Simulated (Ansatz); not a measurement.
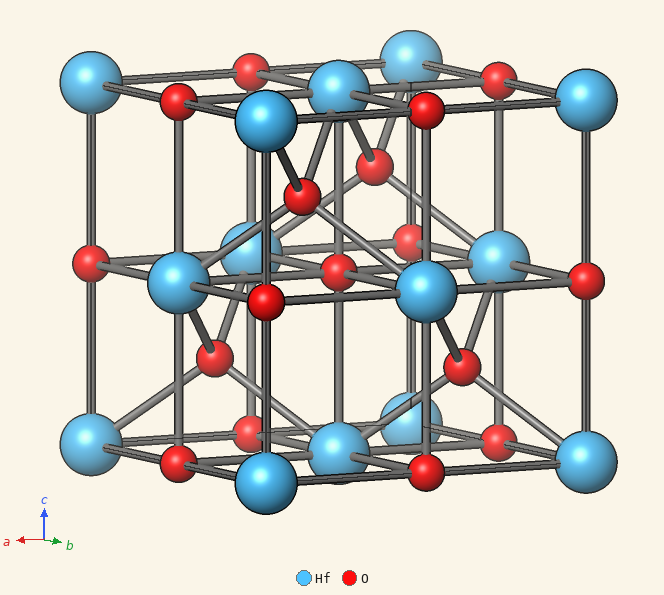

The image is a ball-and-stick drawing of a crystal, viewed from a general direction. The lines enclose the conventional unit cell; boundary atoms appear with their images.

HfO$_{2}$, space group F-43m (No. 216), a = 5.05 Å, b = 5.05 Å, c = 5.05 Å, α = 90.00°, β = 90.00°, γ = 90.00°.

Run with DFT PBE, scalar-relativistic, plane waves, PAW (Ansatz 0.2.0) and these settings: a kinetic-energy cutoff of 420 eV, k-points about 0.22 Å⁻¹ apart, Gaussian smearing of 0.02 eV, no spin polarisation.

Question: Classify it as metallic or gapped, with the value.

Answer: A semiconductor at this level, with a gap of 2.29 eV on the k-mesh (the true edges may lie between mesh points, so the gap can be somewhat smaller).

Source of the structure: a random cell made by a generator, so it need not be a real form of the compound. This is the structure after a relaxation with Ansatz 0.2.0, DFT PBE, scalar-relativistic, plane waves, PAW.
